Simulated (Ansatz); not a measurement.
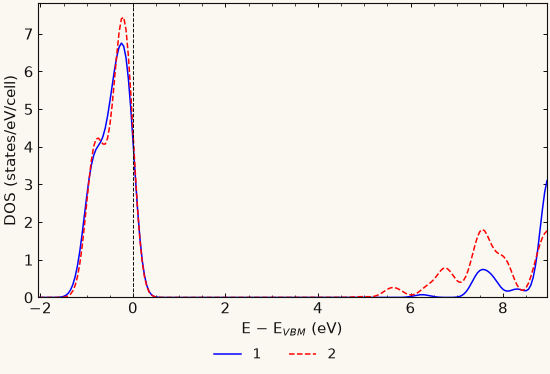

Total densities of states of NaCl, space group F-43m, 2 atoms in the cell, zincblende type, by two methods on the same cell. The curves are built from the levels of the k mesh with Gaussians 0.4 eV wide, which also blur the band edges. Each is counted from its own valence-band top.

### Which curve is which? The methods: PBE, HSE06.

1 is HSE06; 2 is PBE. HSE06 gives a gap of 6.25 eV and PBE gives a gap of 4.94 eV.

The meshes differ, so part of the difference in shape comes from the coarser one.

Settings. HSE06: DFT, HSE06, plane waves, PAW, no spin polarisation, 4×4×4 k mesh, 420 eV cutoff (Ansatz). PBE: DFT, PBE, plane waves, PAW, no spin polarisation, 6×6×6 k mesh, 420 eV cutoff (Ansatz).
